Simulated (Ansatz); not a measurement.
# Single-point calculation, with input and output: TiO$_{2}$ (part 2 of 2)

Continued. System: TiO$_{2}$ (Imma, 48 atoms in the cell). Method: DFT PBE, scalar-relativistic, plane waves, PAW, no spin polarisation (Ansatz 0.2.0); cutoff 420 eV, 2×2×2 k-mesh, Gaussian smearing of 0.05 eV. The structure derives from a Materials Project entry.

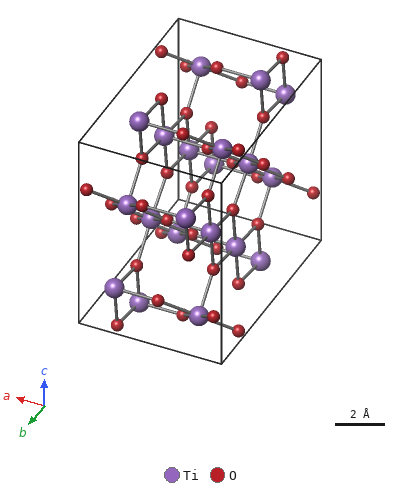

Fig. 1: The input geometry (ball-and-stick view of the cell of the calculation, seen at an oblique angle). An atom can appear more than once, as a periodic image.

## Output, continued
```
  k-point 0: bands = ["-48.2480", "-48.2444", "-48.2331", "-48.2297", "-48.2262", "-48.2262", "-48.2262", "-48.2262", "-48.2139", "-48.2139", "-48.2139", "-48.2139", "-48.2069", "-48.2068", "-48.1957", "-48.1956", "-24.7594", "-24.7588", "-24.7520", "-24.7514", "-24.5655", "-24.5655", "-24.5655", "-24.5655", "-24.5494", "-24.5479", "-24.5479", "-24.5479", "-24.5479", "-24.5465", "-24.5391", "-24.5357", "-24.4844", "-24.4844", "-24.4844", "-24.4844", "-24.4465", "-24.4465", "-24.4465", "-24.4465",
      "-24.4137", "-24.4118", "-24.4048", "-24.4048", "-24.4048", "-24.4048", "-24.4011", "-24.3992", "-24.3992", "-24.3979", "-24.3922", "-24.3887", "-24.3874", "-24.3874", "-24.3853", "-24.3810", "-24.3806", "-24.3806", "-24.3806", "-24.3806", "-24.3521", "-24.3403", "-24.3334", "-24.3217", "-9.3630", "-8.7311", "-8.7217", "-8.5627", "-8.5627", "-8.5627", "-8.5627", "-8.2385", "-8.1306", "-8.1197", "-8.0674", "-8.0674", "-8.0674", "-8.0674", "-8.0467", "-8.0356",
      "-7.9689", "-7.9590", "-7.9381", "-7.9381", "-7.9381", "-7.9381", "-7.8641", "-7.8540", "-7.8509", "-7.8509", "-7.8509", "-7.8509", "-7.6911", "-7.6817", "-7.5725", "-7.5628", "3.0713", "3.3041", "3.3105", "3.5111", "3.9130", "3.9130", "3.9130", "3.9130", "3.9840", "4.1489", "4.1505", "4.2381", "4.2408", "4.2933", "4.2933", "4.2933", "4.2933", "4.3400", "4.3469", "4.5007", "4.5007", "4.5007", "4.5007", "4.6845",
      "4.6845", "4.6845", "4.6845", "4.9321", "4.9405", "4.9963", "5.0045", "5.1174", "5.1196", "5.1534", "5.1564", "5.1968", "5.1968", "5.1968", "5.1968", "5.2657", "5.2670", "5.6845", "5.6845", "5.6845", "5.6845", "5.9323", "5.9323", "5.9323", "5.9323", "5.9332", "5.9376", "5.9579", "5.9739", "5.9890", "6.0021", "6.1951", "6.1966", "6.4011", "6.4011", "6.4011", "6.4011", "6.4696", "6.4720", "6.5915",
      "6.6013", "6.7971", "6.9616", "6.9616", "6.9616", "6.9616", "7.1337", "7.1337", "7.1337", "7.1337", "7.2970", "7.2971", "7.4366", "7.4451", "7.4821", "7.4843", "7.5024", "7.5024", "7.5024", "7.5024", "7.6473", "7.6501", "8.0199", "8.0255", "8.0267", "8.0794", "8.0794", "8.0794", "8.0794", "8.2583", "8.2587", "8.6946", "10.5240", "10.5511", "10.5628", "10.8047", "10.9191", "10.9191", "10.9191", "10.9191",
      "11.0633", "11.1159", "11.1369", "11.1558", "11.1597", "11.2278", "11.2478", "11.2845", "11.2845", "11.2845", "11.2845", "11.5666", "11.5704", "11.5784", "11.5784", "11.5784", "11.5784", "11.7992", "11.8170", "11.8170", "11.8291", "11.8397"]
  k-point 1: bands = ["-48.2414", "-48.2414", "-48.2390", "-48.2390", "-48.2276", "-48.2276", "-48.2253", "-48.2253", "-48.2129", "-48.2129", "-48.2124", "-48.2124", "-48.2011", "-48.2011", "-48.2007", "-48.2007", "-24.7056", "-24.7056", "-24.7038", "-24.7038", "-24.6928", "-24.6928", "-24.6918", "-24.6918", "-24.5287", "-24.5287", "-24.5215", "-24.5215", "-24.5155", "-24.5155", "-24.5069", "-24.5069", "-24.4416", "-24.4416", "-24.4380", "-24.4380", "-24.4292", "-24.4292", "-24.4249", "-24.4249",
      "-24.4184", "-24.4184", "-24.4142", "-24.4142", "-24.4014", "-24.4014", "-24.3953", "-24.3953", "-24.3881", "-24.3881", "-24.3867", "-24.3867", "-24.3859", "-24.3859", "-24.3846", "-24.3846", "-24.3837", "-24.3837", "-24.3819", "-24.3819", "-24.3813", "-24.3813", "-24.3799", "-24.3799", "-9.1151", "-9.1151", "-8.6796", "-8.6796", "-8.5039", "-8.5039", "-8.3373", "-8.3373", "-8.2189", "-8.2189", "-8.1588", "-8.1588", "-8.0427", "-8.0427", "-8.0212", "-8.0212",
      "-8.0008", "-8.0008", "-7.9801", "-7.9801", "-7.8415", "-7.8415", "-7.8034", "-7.8034", "-7.7806", "-7.7806", "-7.7436", "-7.7436", "-7.7295", "-7.7295", "-7.6496", "-7.6496", "3.4099", "3.4099", "3.4850", "3.4850", "3.7523", "3.7523", "3.8405", "3.8405", "4.0262", "4.0262", "4.1806", "4.1806", "4.2662", "4.2662", "4.2967", "4.2967", "4.3288", "4.3288", "4.4378", "4.4378", "4.4726", "4.4726", "4.4999", "4.4999",
      "4.5660", "4.5660", "4.6353", "4.6353", "4.6546", "4.6546", "4.8542", "4.8542", "4.8990", "4.8990", "5.1617", "5.1617", "5.1874", "5.1874", "5.4645", "5.4645", "5.4978", "5.4978", "5.7886", "5.7886", "5.8409", "5.8409", "6.0932", "6.0932", "6.2575", "6.2575", "6.2836", "6.2836", "6.3509", "6.3509", "6.4329", "6.4329", "6.4870", "6.4870", "6.5164", "6.5164", "6.5390", "6.5390", "6.6431", "6.6431",
      "6.6720", "6.6720", "6.9051", "6.9051", "7.0529", "7.0529", "7.0922", "7.0922", "7.1081", "7.1081", "7.2307", "7.2307", "7.2324", "7.2324", "7.2782", "7.2782", "7.2967", "7.2967", "7.6476", "7.6476", "7.6653", "7.6653", "7.6866", "7.6866", "7.8090", "7.8090", "7.8623", "7.8623", "7.9616", "7.9616", "8.4887", "8.4887", "10.8324", "10.8324", "10.8809", "10.8809", "10.9030", "10.9030", "10.9726", "10.9726",
      "11.0188", "11.0188", "11.1414", "11.1414", "11.2205", "11.2205", "11.2345", "11.2345", "11.4294", "11.4294", "11.4563", "11.4563", "11.4584", "11.4584", "11.5261", "11.5261", "11.5446", "11.5446", "11.6542", "11.6542", "11.7305", "11.7305"]
  k-point 2: bands = ["-48.2455", "-48.2455", "-48.2321", "-48.2321", "-48.2277", "-48.2277", "-48.2256", "-48.2256", "-48.2144", "-48.2144", "-48.2125", "-48.2125", "-48.2069", "-48.2069", "-48.1957", "-48.1957", "-24.7671", "-24.7671", "-24.7528", "-24.7528", "-24.5607", "-24.5607", "-24.5533", "-24.5533", "-24.5467", "-24.5467", "-24.5411", "-24.5411", "-24.5403", "-24.5403", "-24.4979", "-24.4979", "-24.4903", "-24.4903", "-24.4885", "-24.4885", "-24.4823", "-24.4823", "-24.4803", "-24.4803",
      "-24.4319", "-24.4319", "-24.4127", "-24.4127", "-24.3974", "-24.3974", "-24.3913", "-24.3913", "-24.3887", "-24.3887", "-24.3880", "-24.3880", "-24.3829", "-24.3829", "-24.3799", "-24.3799", "-24.3782", "-24.3782", "-24.3755", "-24.3755", "-24.3450", "-24.3450", "-24.3287", "-24.3287", "-9.0270", "-9.0270", "-8.8092", "-8.8092", "-8.3813", "-8.3813", "-8.3278", "-8.3278", "-8.3052", "-8.3052", "-8.2955", "-8.2955", "-8.0781", "-8.0781", "-7.9666", "-7.9666",
      "-7.9105", "-7.9105", "-7.9064", "-7.9064", "-7.9003", "-7.9003", "-7.8105", "-7.8105", "-7.8002", "-7.8002", "-7.7982", "-7.7982", "-7.6640", "-7.6640", "-7.6233", "-7.6233", "3.2928", "3.2928", "3.8230", "3.8230", "3.8528", "3.8528", "3.9087", "3.9087", "3.9142", "3.9142", "3.9576", "3.9576", "4.0693", "4.0693", "4.1998", "4.1998", "4.2105", "4.2105", "4.4738", "4.4738", "4.5232", "4.5232", "4.6537", "4.6537",
      "4.6718", "4.6718", "4.6758", "4.6758", "4.7056", "4.7056", "4.7141", "4.7141", "4.8248", "4.8248", "4.9747", "4.9747", "5.0516", "5.0516", "5.4661", "5.4661", "5.7166", "5.7166", "5.9809", "5.9809", "5.9825", "5.9825", "5.9891", "5.9891", "6.1194", "6.1194", "6.1386", "6.1386", "6.2984", "6.2984", "6.3273", "6.3273", "6.8029", "6.8029", "6.8092", "6.8092", "6.9248", "6.9248", "6.9537", "6.9537",
      "6.9605", "6.9605", "6.9813", "6.9813", "6.9813", "6.9813", "6.9917", "6.9917", "7.0315", "7.0315", "7.1723", "7.1723", "7.2486", "7.2486", "7.2533", "7.2533", "7.3560", "7.3560", "7.3669", "7.3669", "7.3698", "7.3698", "7.5734", "7.5734", "7.5998", "7.5998", "7.6079", "7.6079", "8.2807", "8.2807", "8.3146", "8.3146", "10.5949", "10.5949", "10.7475", "10.7475", "10.8655", "10.8655", "11.1459", "11.1459",
      "11.1809", "11.1809", "11.1998", "11.1998", "11.3076", "11.3076", "11.3209", "11.3209", "11.3700", "11.3700", "11.4474", "11.4474", "11.5069", "11.5069", "11.5111", "11.5111", "11.6444", "11.6444", "11.7377", "11.7377", "11.7394", "11.7394"]
  k-point 5: bands = ["-48.2444", "-48.2444", "-48.2332", "-48.2332", "-48.2264", "-48.2264", "-48.2261", "-48.2261", "-48.2140", "-48.2140", "-48.2138", "-48.2138", "-48.2069", "-48.2069", "-48.1957", "-48.1957", "-24.7681", "-24.7681", "-24.7612", "-24.7612", "-24.5623", "-24.5623", "-24.5612", "-24.5612", "-24.5527", "-24.5527", "-24.5522", "-24.5522", "-24.4976", "-24.4976", "-24.4868", "-24.4868", "-24.4866", "-24.4866", "-24.4860", "-24.4860", "-24.4450", "-24.4450", "-24.4388", "-24.4388",
      "-24.4358", "-24.4358", "-24.4322", "-24.4322", "-24.4154", "-24.4154", "-24.4130", "-24.4130", "-24.4037", "-24.4037", "-24.3967", "-24.3967", "-24.3920", "-24.3920", "-24.3857", "-24.3857", "-24.3779", "-24.3779", "-24.3775", "-24.3775", "-24.3403", "-24.3403", "-24.3338", "-24.3338", "-8.6730", "-8.6730", "-8.6661", "-8.6661", "-8.5659", "-8.5659", "-8.5652", "-8.5652", "-8.3250", "-8.3250", "-8.3143", "-8.3143", "-8.0610", "-8.0610", "-8.0540", "-8.0540",
      "-7.9382", "-7.9382", "-7.9317", "-7.9317", "-7.8618", "-7.8618", "-7.8605", "-7.8605", "-7.7725", "-7.7725", "-7.7660", "-7.7660", "-7.6670", "-7.6670", "-7.6567", "-7.6567", "3.8072", "3.8072", "3.8111", "3.8111", "3.8940", "3.8940", "3.8998", "3.8998", "3.9015", "3.9015", "3.9199", "3.9199", "4.2789", "4.2789", "4.2949", "4.2949", "4.4808", "4.4808", "4.5256", "4.5256", "4.6490", "4.6490", "4.7332", "4.7332",
      "4.8159", "4.8159", "4.8256", "4.8256", "5.0514", "5.0514", "5.0521", "5.0521", "5.2049", "5.2049", "5.2094", "5.2094", "5.4890", "5.4890", "5.5069", "5.5069", "5.5760", "5.5760", "5.5917", "5.5917", "5.6508", "5.6508", "5.7106", "5.7106", "5.7241", "5.7241", "5.7249", "5.7249", "5.9209", "5.9209", "5.9295", "5.9295", "6.3746", "6.3746", "6.3764", "6.3764", "6.3898", "6.3898", "6.4229", "6.4229",
      "6.7182", "6.7182", "6.7201", "6.7201", "6.9490", "6.9490", "6.9732", "6.9732", "7.1103", "7.1103", "7.1276", "7.1276", "7.1344", "7.1344", "7.1445", "7.1445", "7.5034", "7.5034", "7.5038", "7.5038", "7.7108", "7.7108", "7.7149", "7.7149", "7.9852", "7.9852", "7.9864", "7.9864", "8.0675", "8.0675", "8.0907", "8.0907", "10.5680", "10.5680", "10.5713", "10.5713", "10.9142", "10.9142", "10.9296", "10.9296",
      "11.1560", "11.1560", "11.1678", "11.1678", "11.2590", "11.2590", "11.2849", "11.2849", "11.5700", "11.5700", "11.5807", "11.5807", "11.6170", "11.6170", "11.6291", "11.6291", "11.8187", "11.8187", "11.8305", "11.8305", "11.9015", "11.9015"]
```

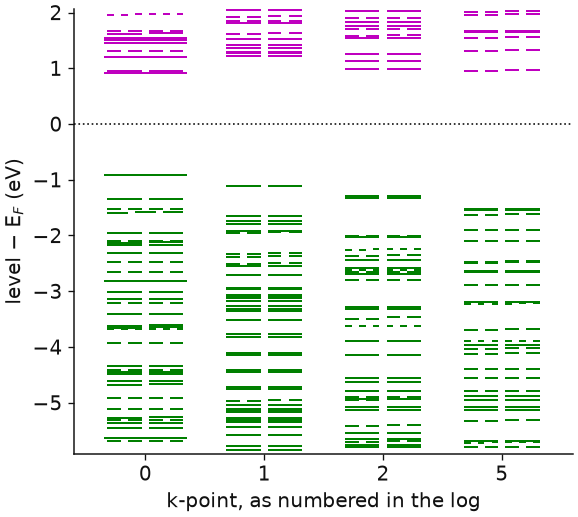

Fig. 2: Kohn–Sham levels near the Fermi level (dotted) at the few k-points that the log prints; levels within 0.02 eV of each other stand side by side. Among these points the highest filled and lowest empty levels are 1.83 eV apart, which is the gap on the mesh.

## Key numbers

```tsv
quantity	value
outcome	converged
space group (tolerance 0.01 Å)	Imma (74)
electrons treated	384
free energy	−58218.2924 eV
Fermi energy	9.609 eV
gap on the k-point mesh	1.83 eV
largest force (length of the vector)	0.064 eV/Å
wall time	17 s (CPU time 67 s)
peak memory	2.7 GiB
```

## Notes

The program warns: the structure was made exactly symmetric.
